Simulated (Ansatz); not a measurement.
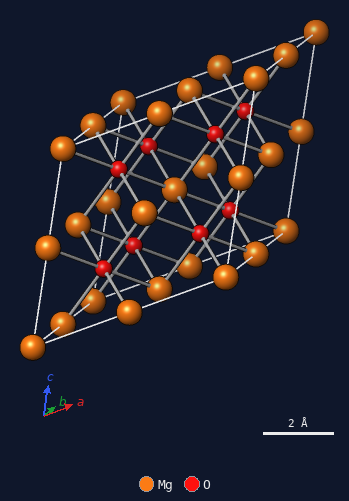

Starting frame of a dynamics run of a 16-atom cell of MgO (set up in Fm-3m). The picture is a ball-and-stick view of the reduced simulation cell, seen slightly off an axis. Bonds to atoms that aren't drawn are left out. Lengths and directions refer to the drawn axes.

Method: Ansatz 0.2.0, DFT PBEsol, scalar-relativistic, plane waves, PAW.

The input:
```yaml
accuracy: low
crystal:
  lattice:
    - [0.0, 4.2181, 4.2181]
    - [4.2181, 0.0, 4.2181]
    - [4.2181, 4.2181, 0.0]
  atoms:
    - { symbol: Mg, position: [0.0, 0.0, 0.0] }
    - { symbol: O, position: [0.25, 0.25, 0.25] }
    - { symbol: Mg, position: [0.0, 0.0, 0.5] }
    - { symbol: O, position: [0.25, 0.25, 0.75] }
    - { symbol: Mg, position: [0.0, 0.5, 0.0] }
    - { symbol: O, position: [0.25, 0.75, 0.25] }
    - { symbol: Mg, position: [0.0, 0.5, 0.5] }
    - { symbol: O, position: [0.25, 0.75, 0.75] }
    - { symbol: Mg, position: [0.5, 0.0, 0.0] }
    - { symbol: O, position: [0.75, 0.25, 0.25] }
    - { symbol: Mg, position: [0.5, 0.0, 0.5] }
    - { symbol: O, position: [0.75, 0.25, 0.75] }
    - { symbol: Mg, position: [0.5, 0.5, 0.0] }
    - { symbol: O, position: [0.75, 0.75, 0.25] }
    - { symbol: Mg, position: [0.5, 0.5, 0.5] }
    - { symbol: O, position: [0.75, 0.75, 0.75] }
basis:
  ecutwfc: 420.0
kpoints:
  mp_grid: { grid: [2, 2, 2] }
hamiltonian:
  xc: pbesol
scf:
  occupations: { method: fermi_dirac, width: 0.05 }
  lower_state_search: "off"
md:
  timestep: 1.5
  n_steps: 190
  ensemble: nve
  temperature: 2400.0
  initial_velocities: maxwell_boltzmann
  seed: 825356
```

Command:
```bash
ansatz run input.yaml --threads 1 --pin off --max-ram 3072MiB --backend cpu --events-out ev --progress --plain --runs-dir out
```

**What does the trajectory do?**

The mean temperature in the second half is 1204 K (standard deviation 166 K). The first frame carries almost no forces, so kinetic energy first flows into potential energy: the temperature drops from 2400 to 293 K within 18 fs, and without a thermostat its mean stays below the start. The potential energy in the second half lies on average 145 meV per atom above the first frame. Root-mean-square distances from the starting positions over the second half, with the common drift of all atoms taken out: O 0.19 Å, Mg 0.18 Å. That is small against the typical shortest distance between atoms in the first frame, about 2.1 Å: the atoms vibrate about their sites and the arrangement holds. The total energy stays between 0 and 0.99 meV per atom of its start. A straight-line fit has a slope that amounts to +0.032 meV per atom over 285 fs (under 0.1 % of the mean kinetic energy), and the ripple about it is 0.4 % of the kinetic energy's fluctuation. With a drift under 2 % and a ripple under 7 %, the integration is accurate.

Along the run (each row but the first and the last is the mean over the interval that it begins):

| time (fs) | potential energy (meV/atom) | T (K) |
| --- | --- | --- |
| 0.0 | 0.0 | 2400 |
| 34.5 | 128.8 | 1341 |
| 69.0 | 155.0 | 1125 |
| 103.5 | 132.0 | 1314 |
| 138.0 | 156.2 | 1115 |
| 172.5 | 139.0 | 1257 |
| 207.0 | 150.0 | 1166 |
| 241.5 | 150.5 | 1162 |
| 276.0 | 143.1 | 1223 |

The paths of the atoms, magnified 2 times:

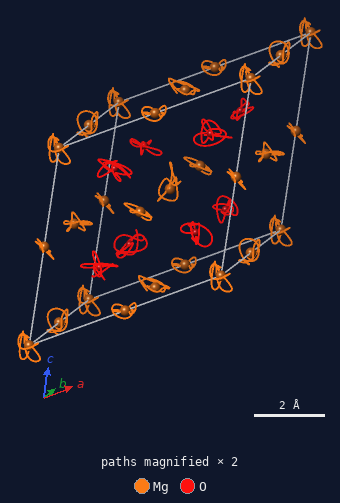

Limits of the set-up: the program's low-accuracy preset was used.

The run took 6.7 min on 1 thread of Intel(R) Xeon(R) Platinum 8375C CPU @ 2.90GHz (Ice Lake), on a shared host, peak memory 0.55 GiB.
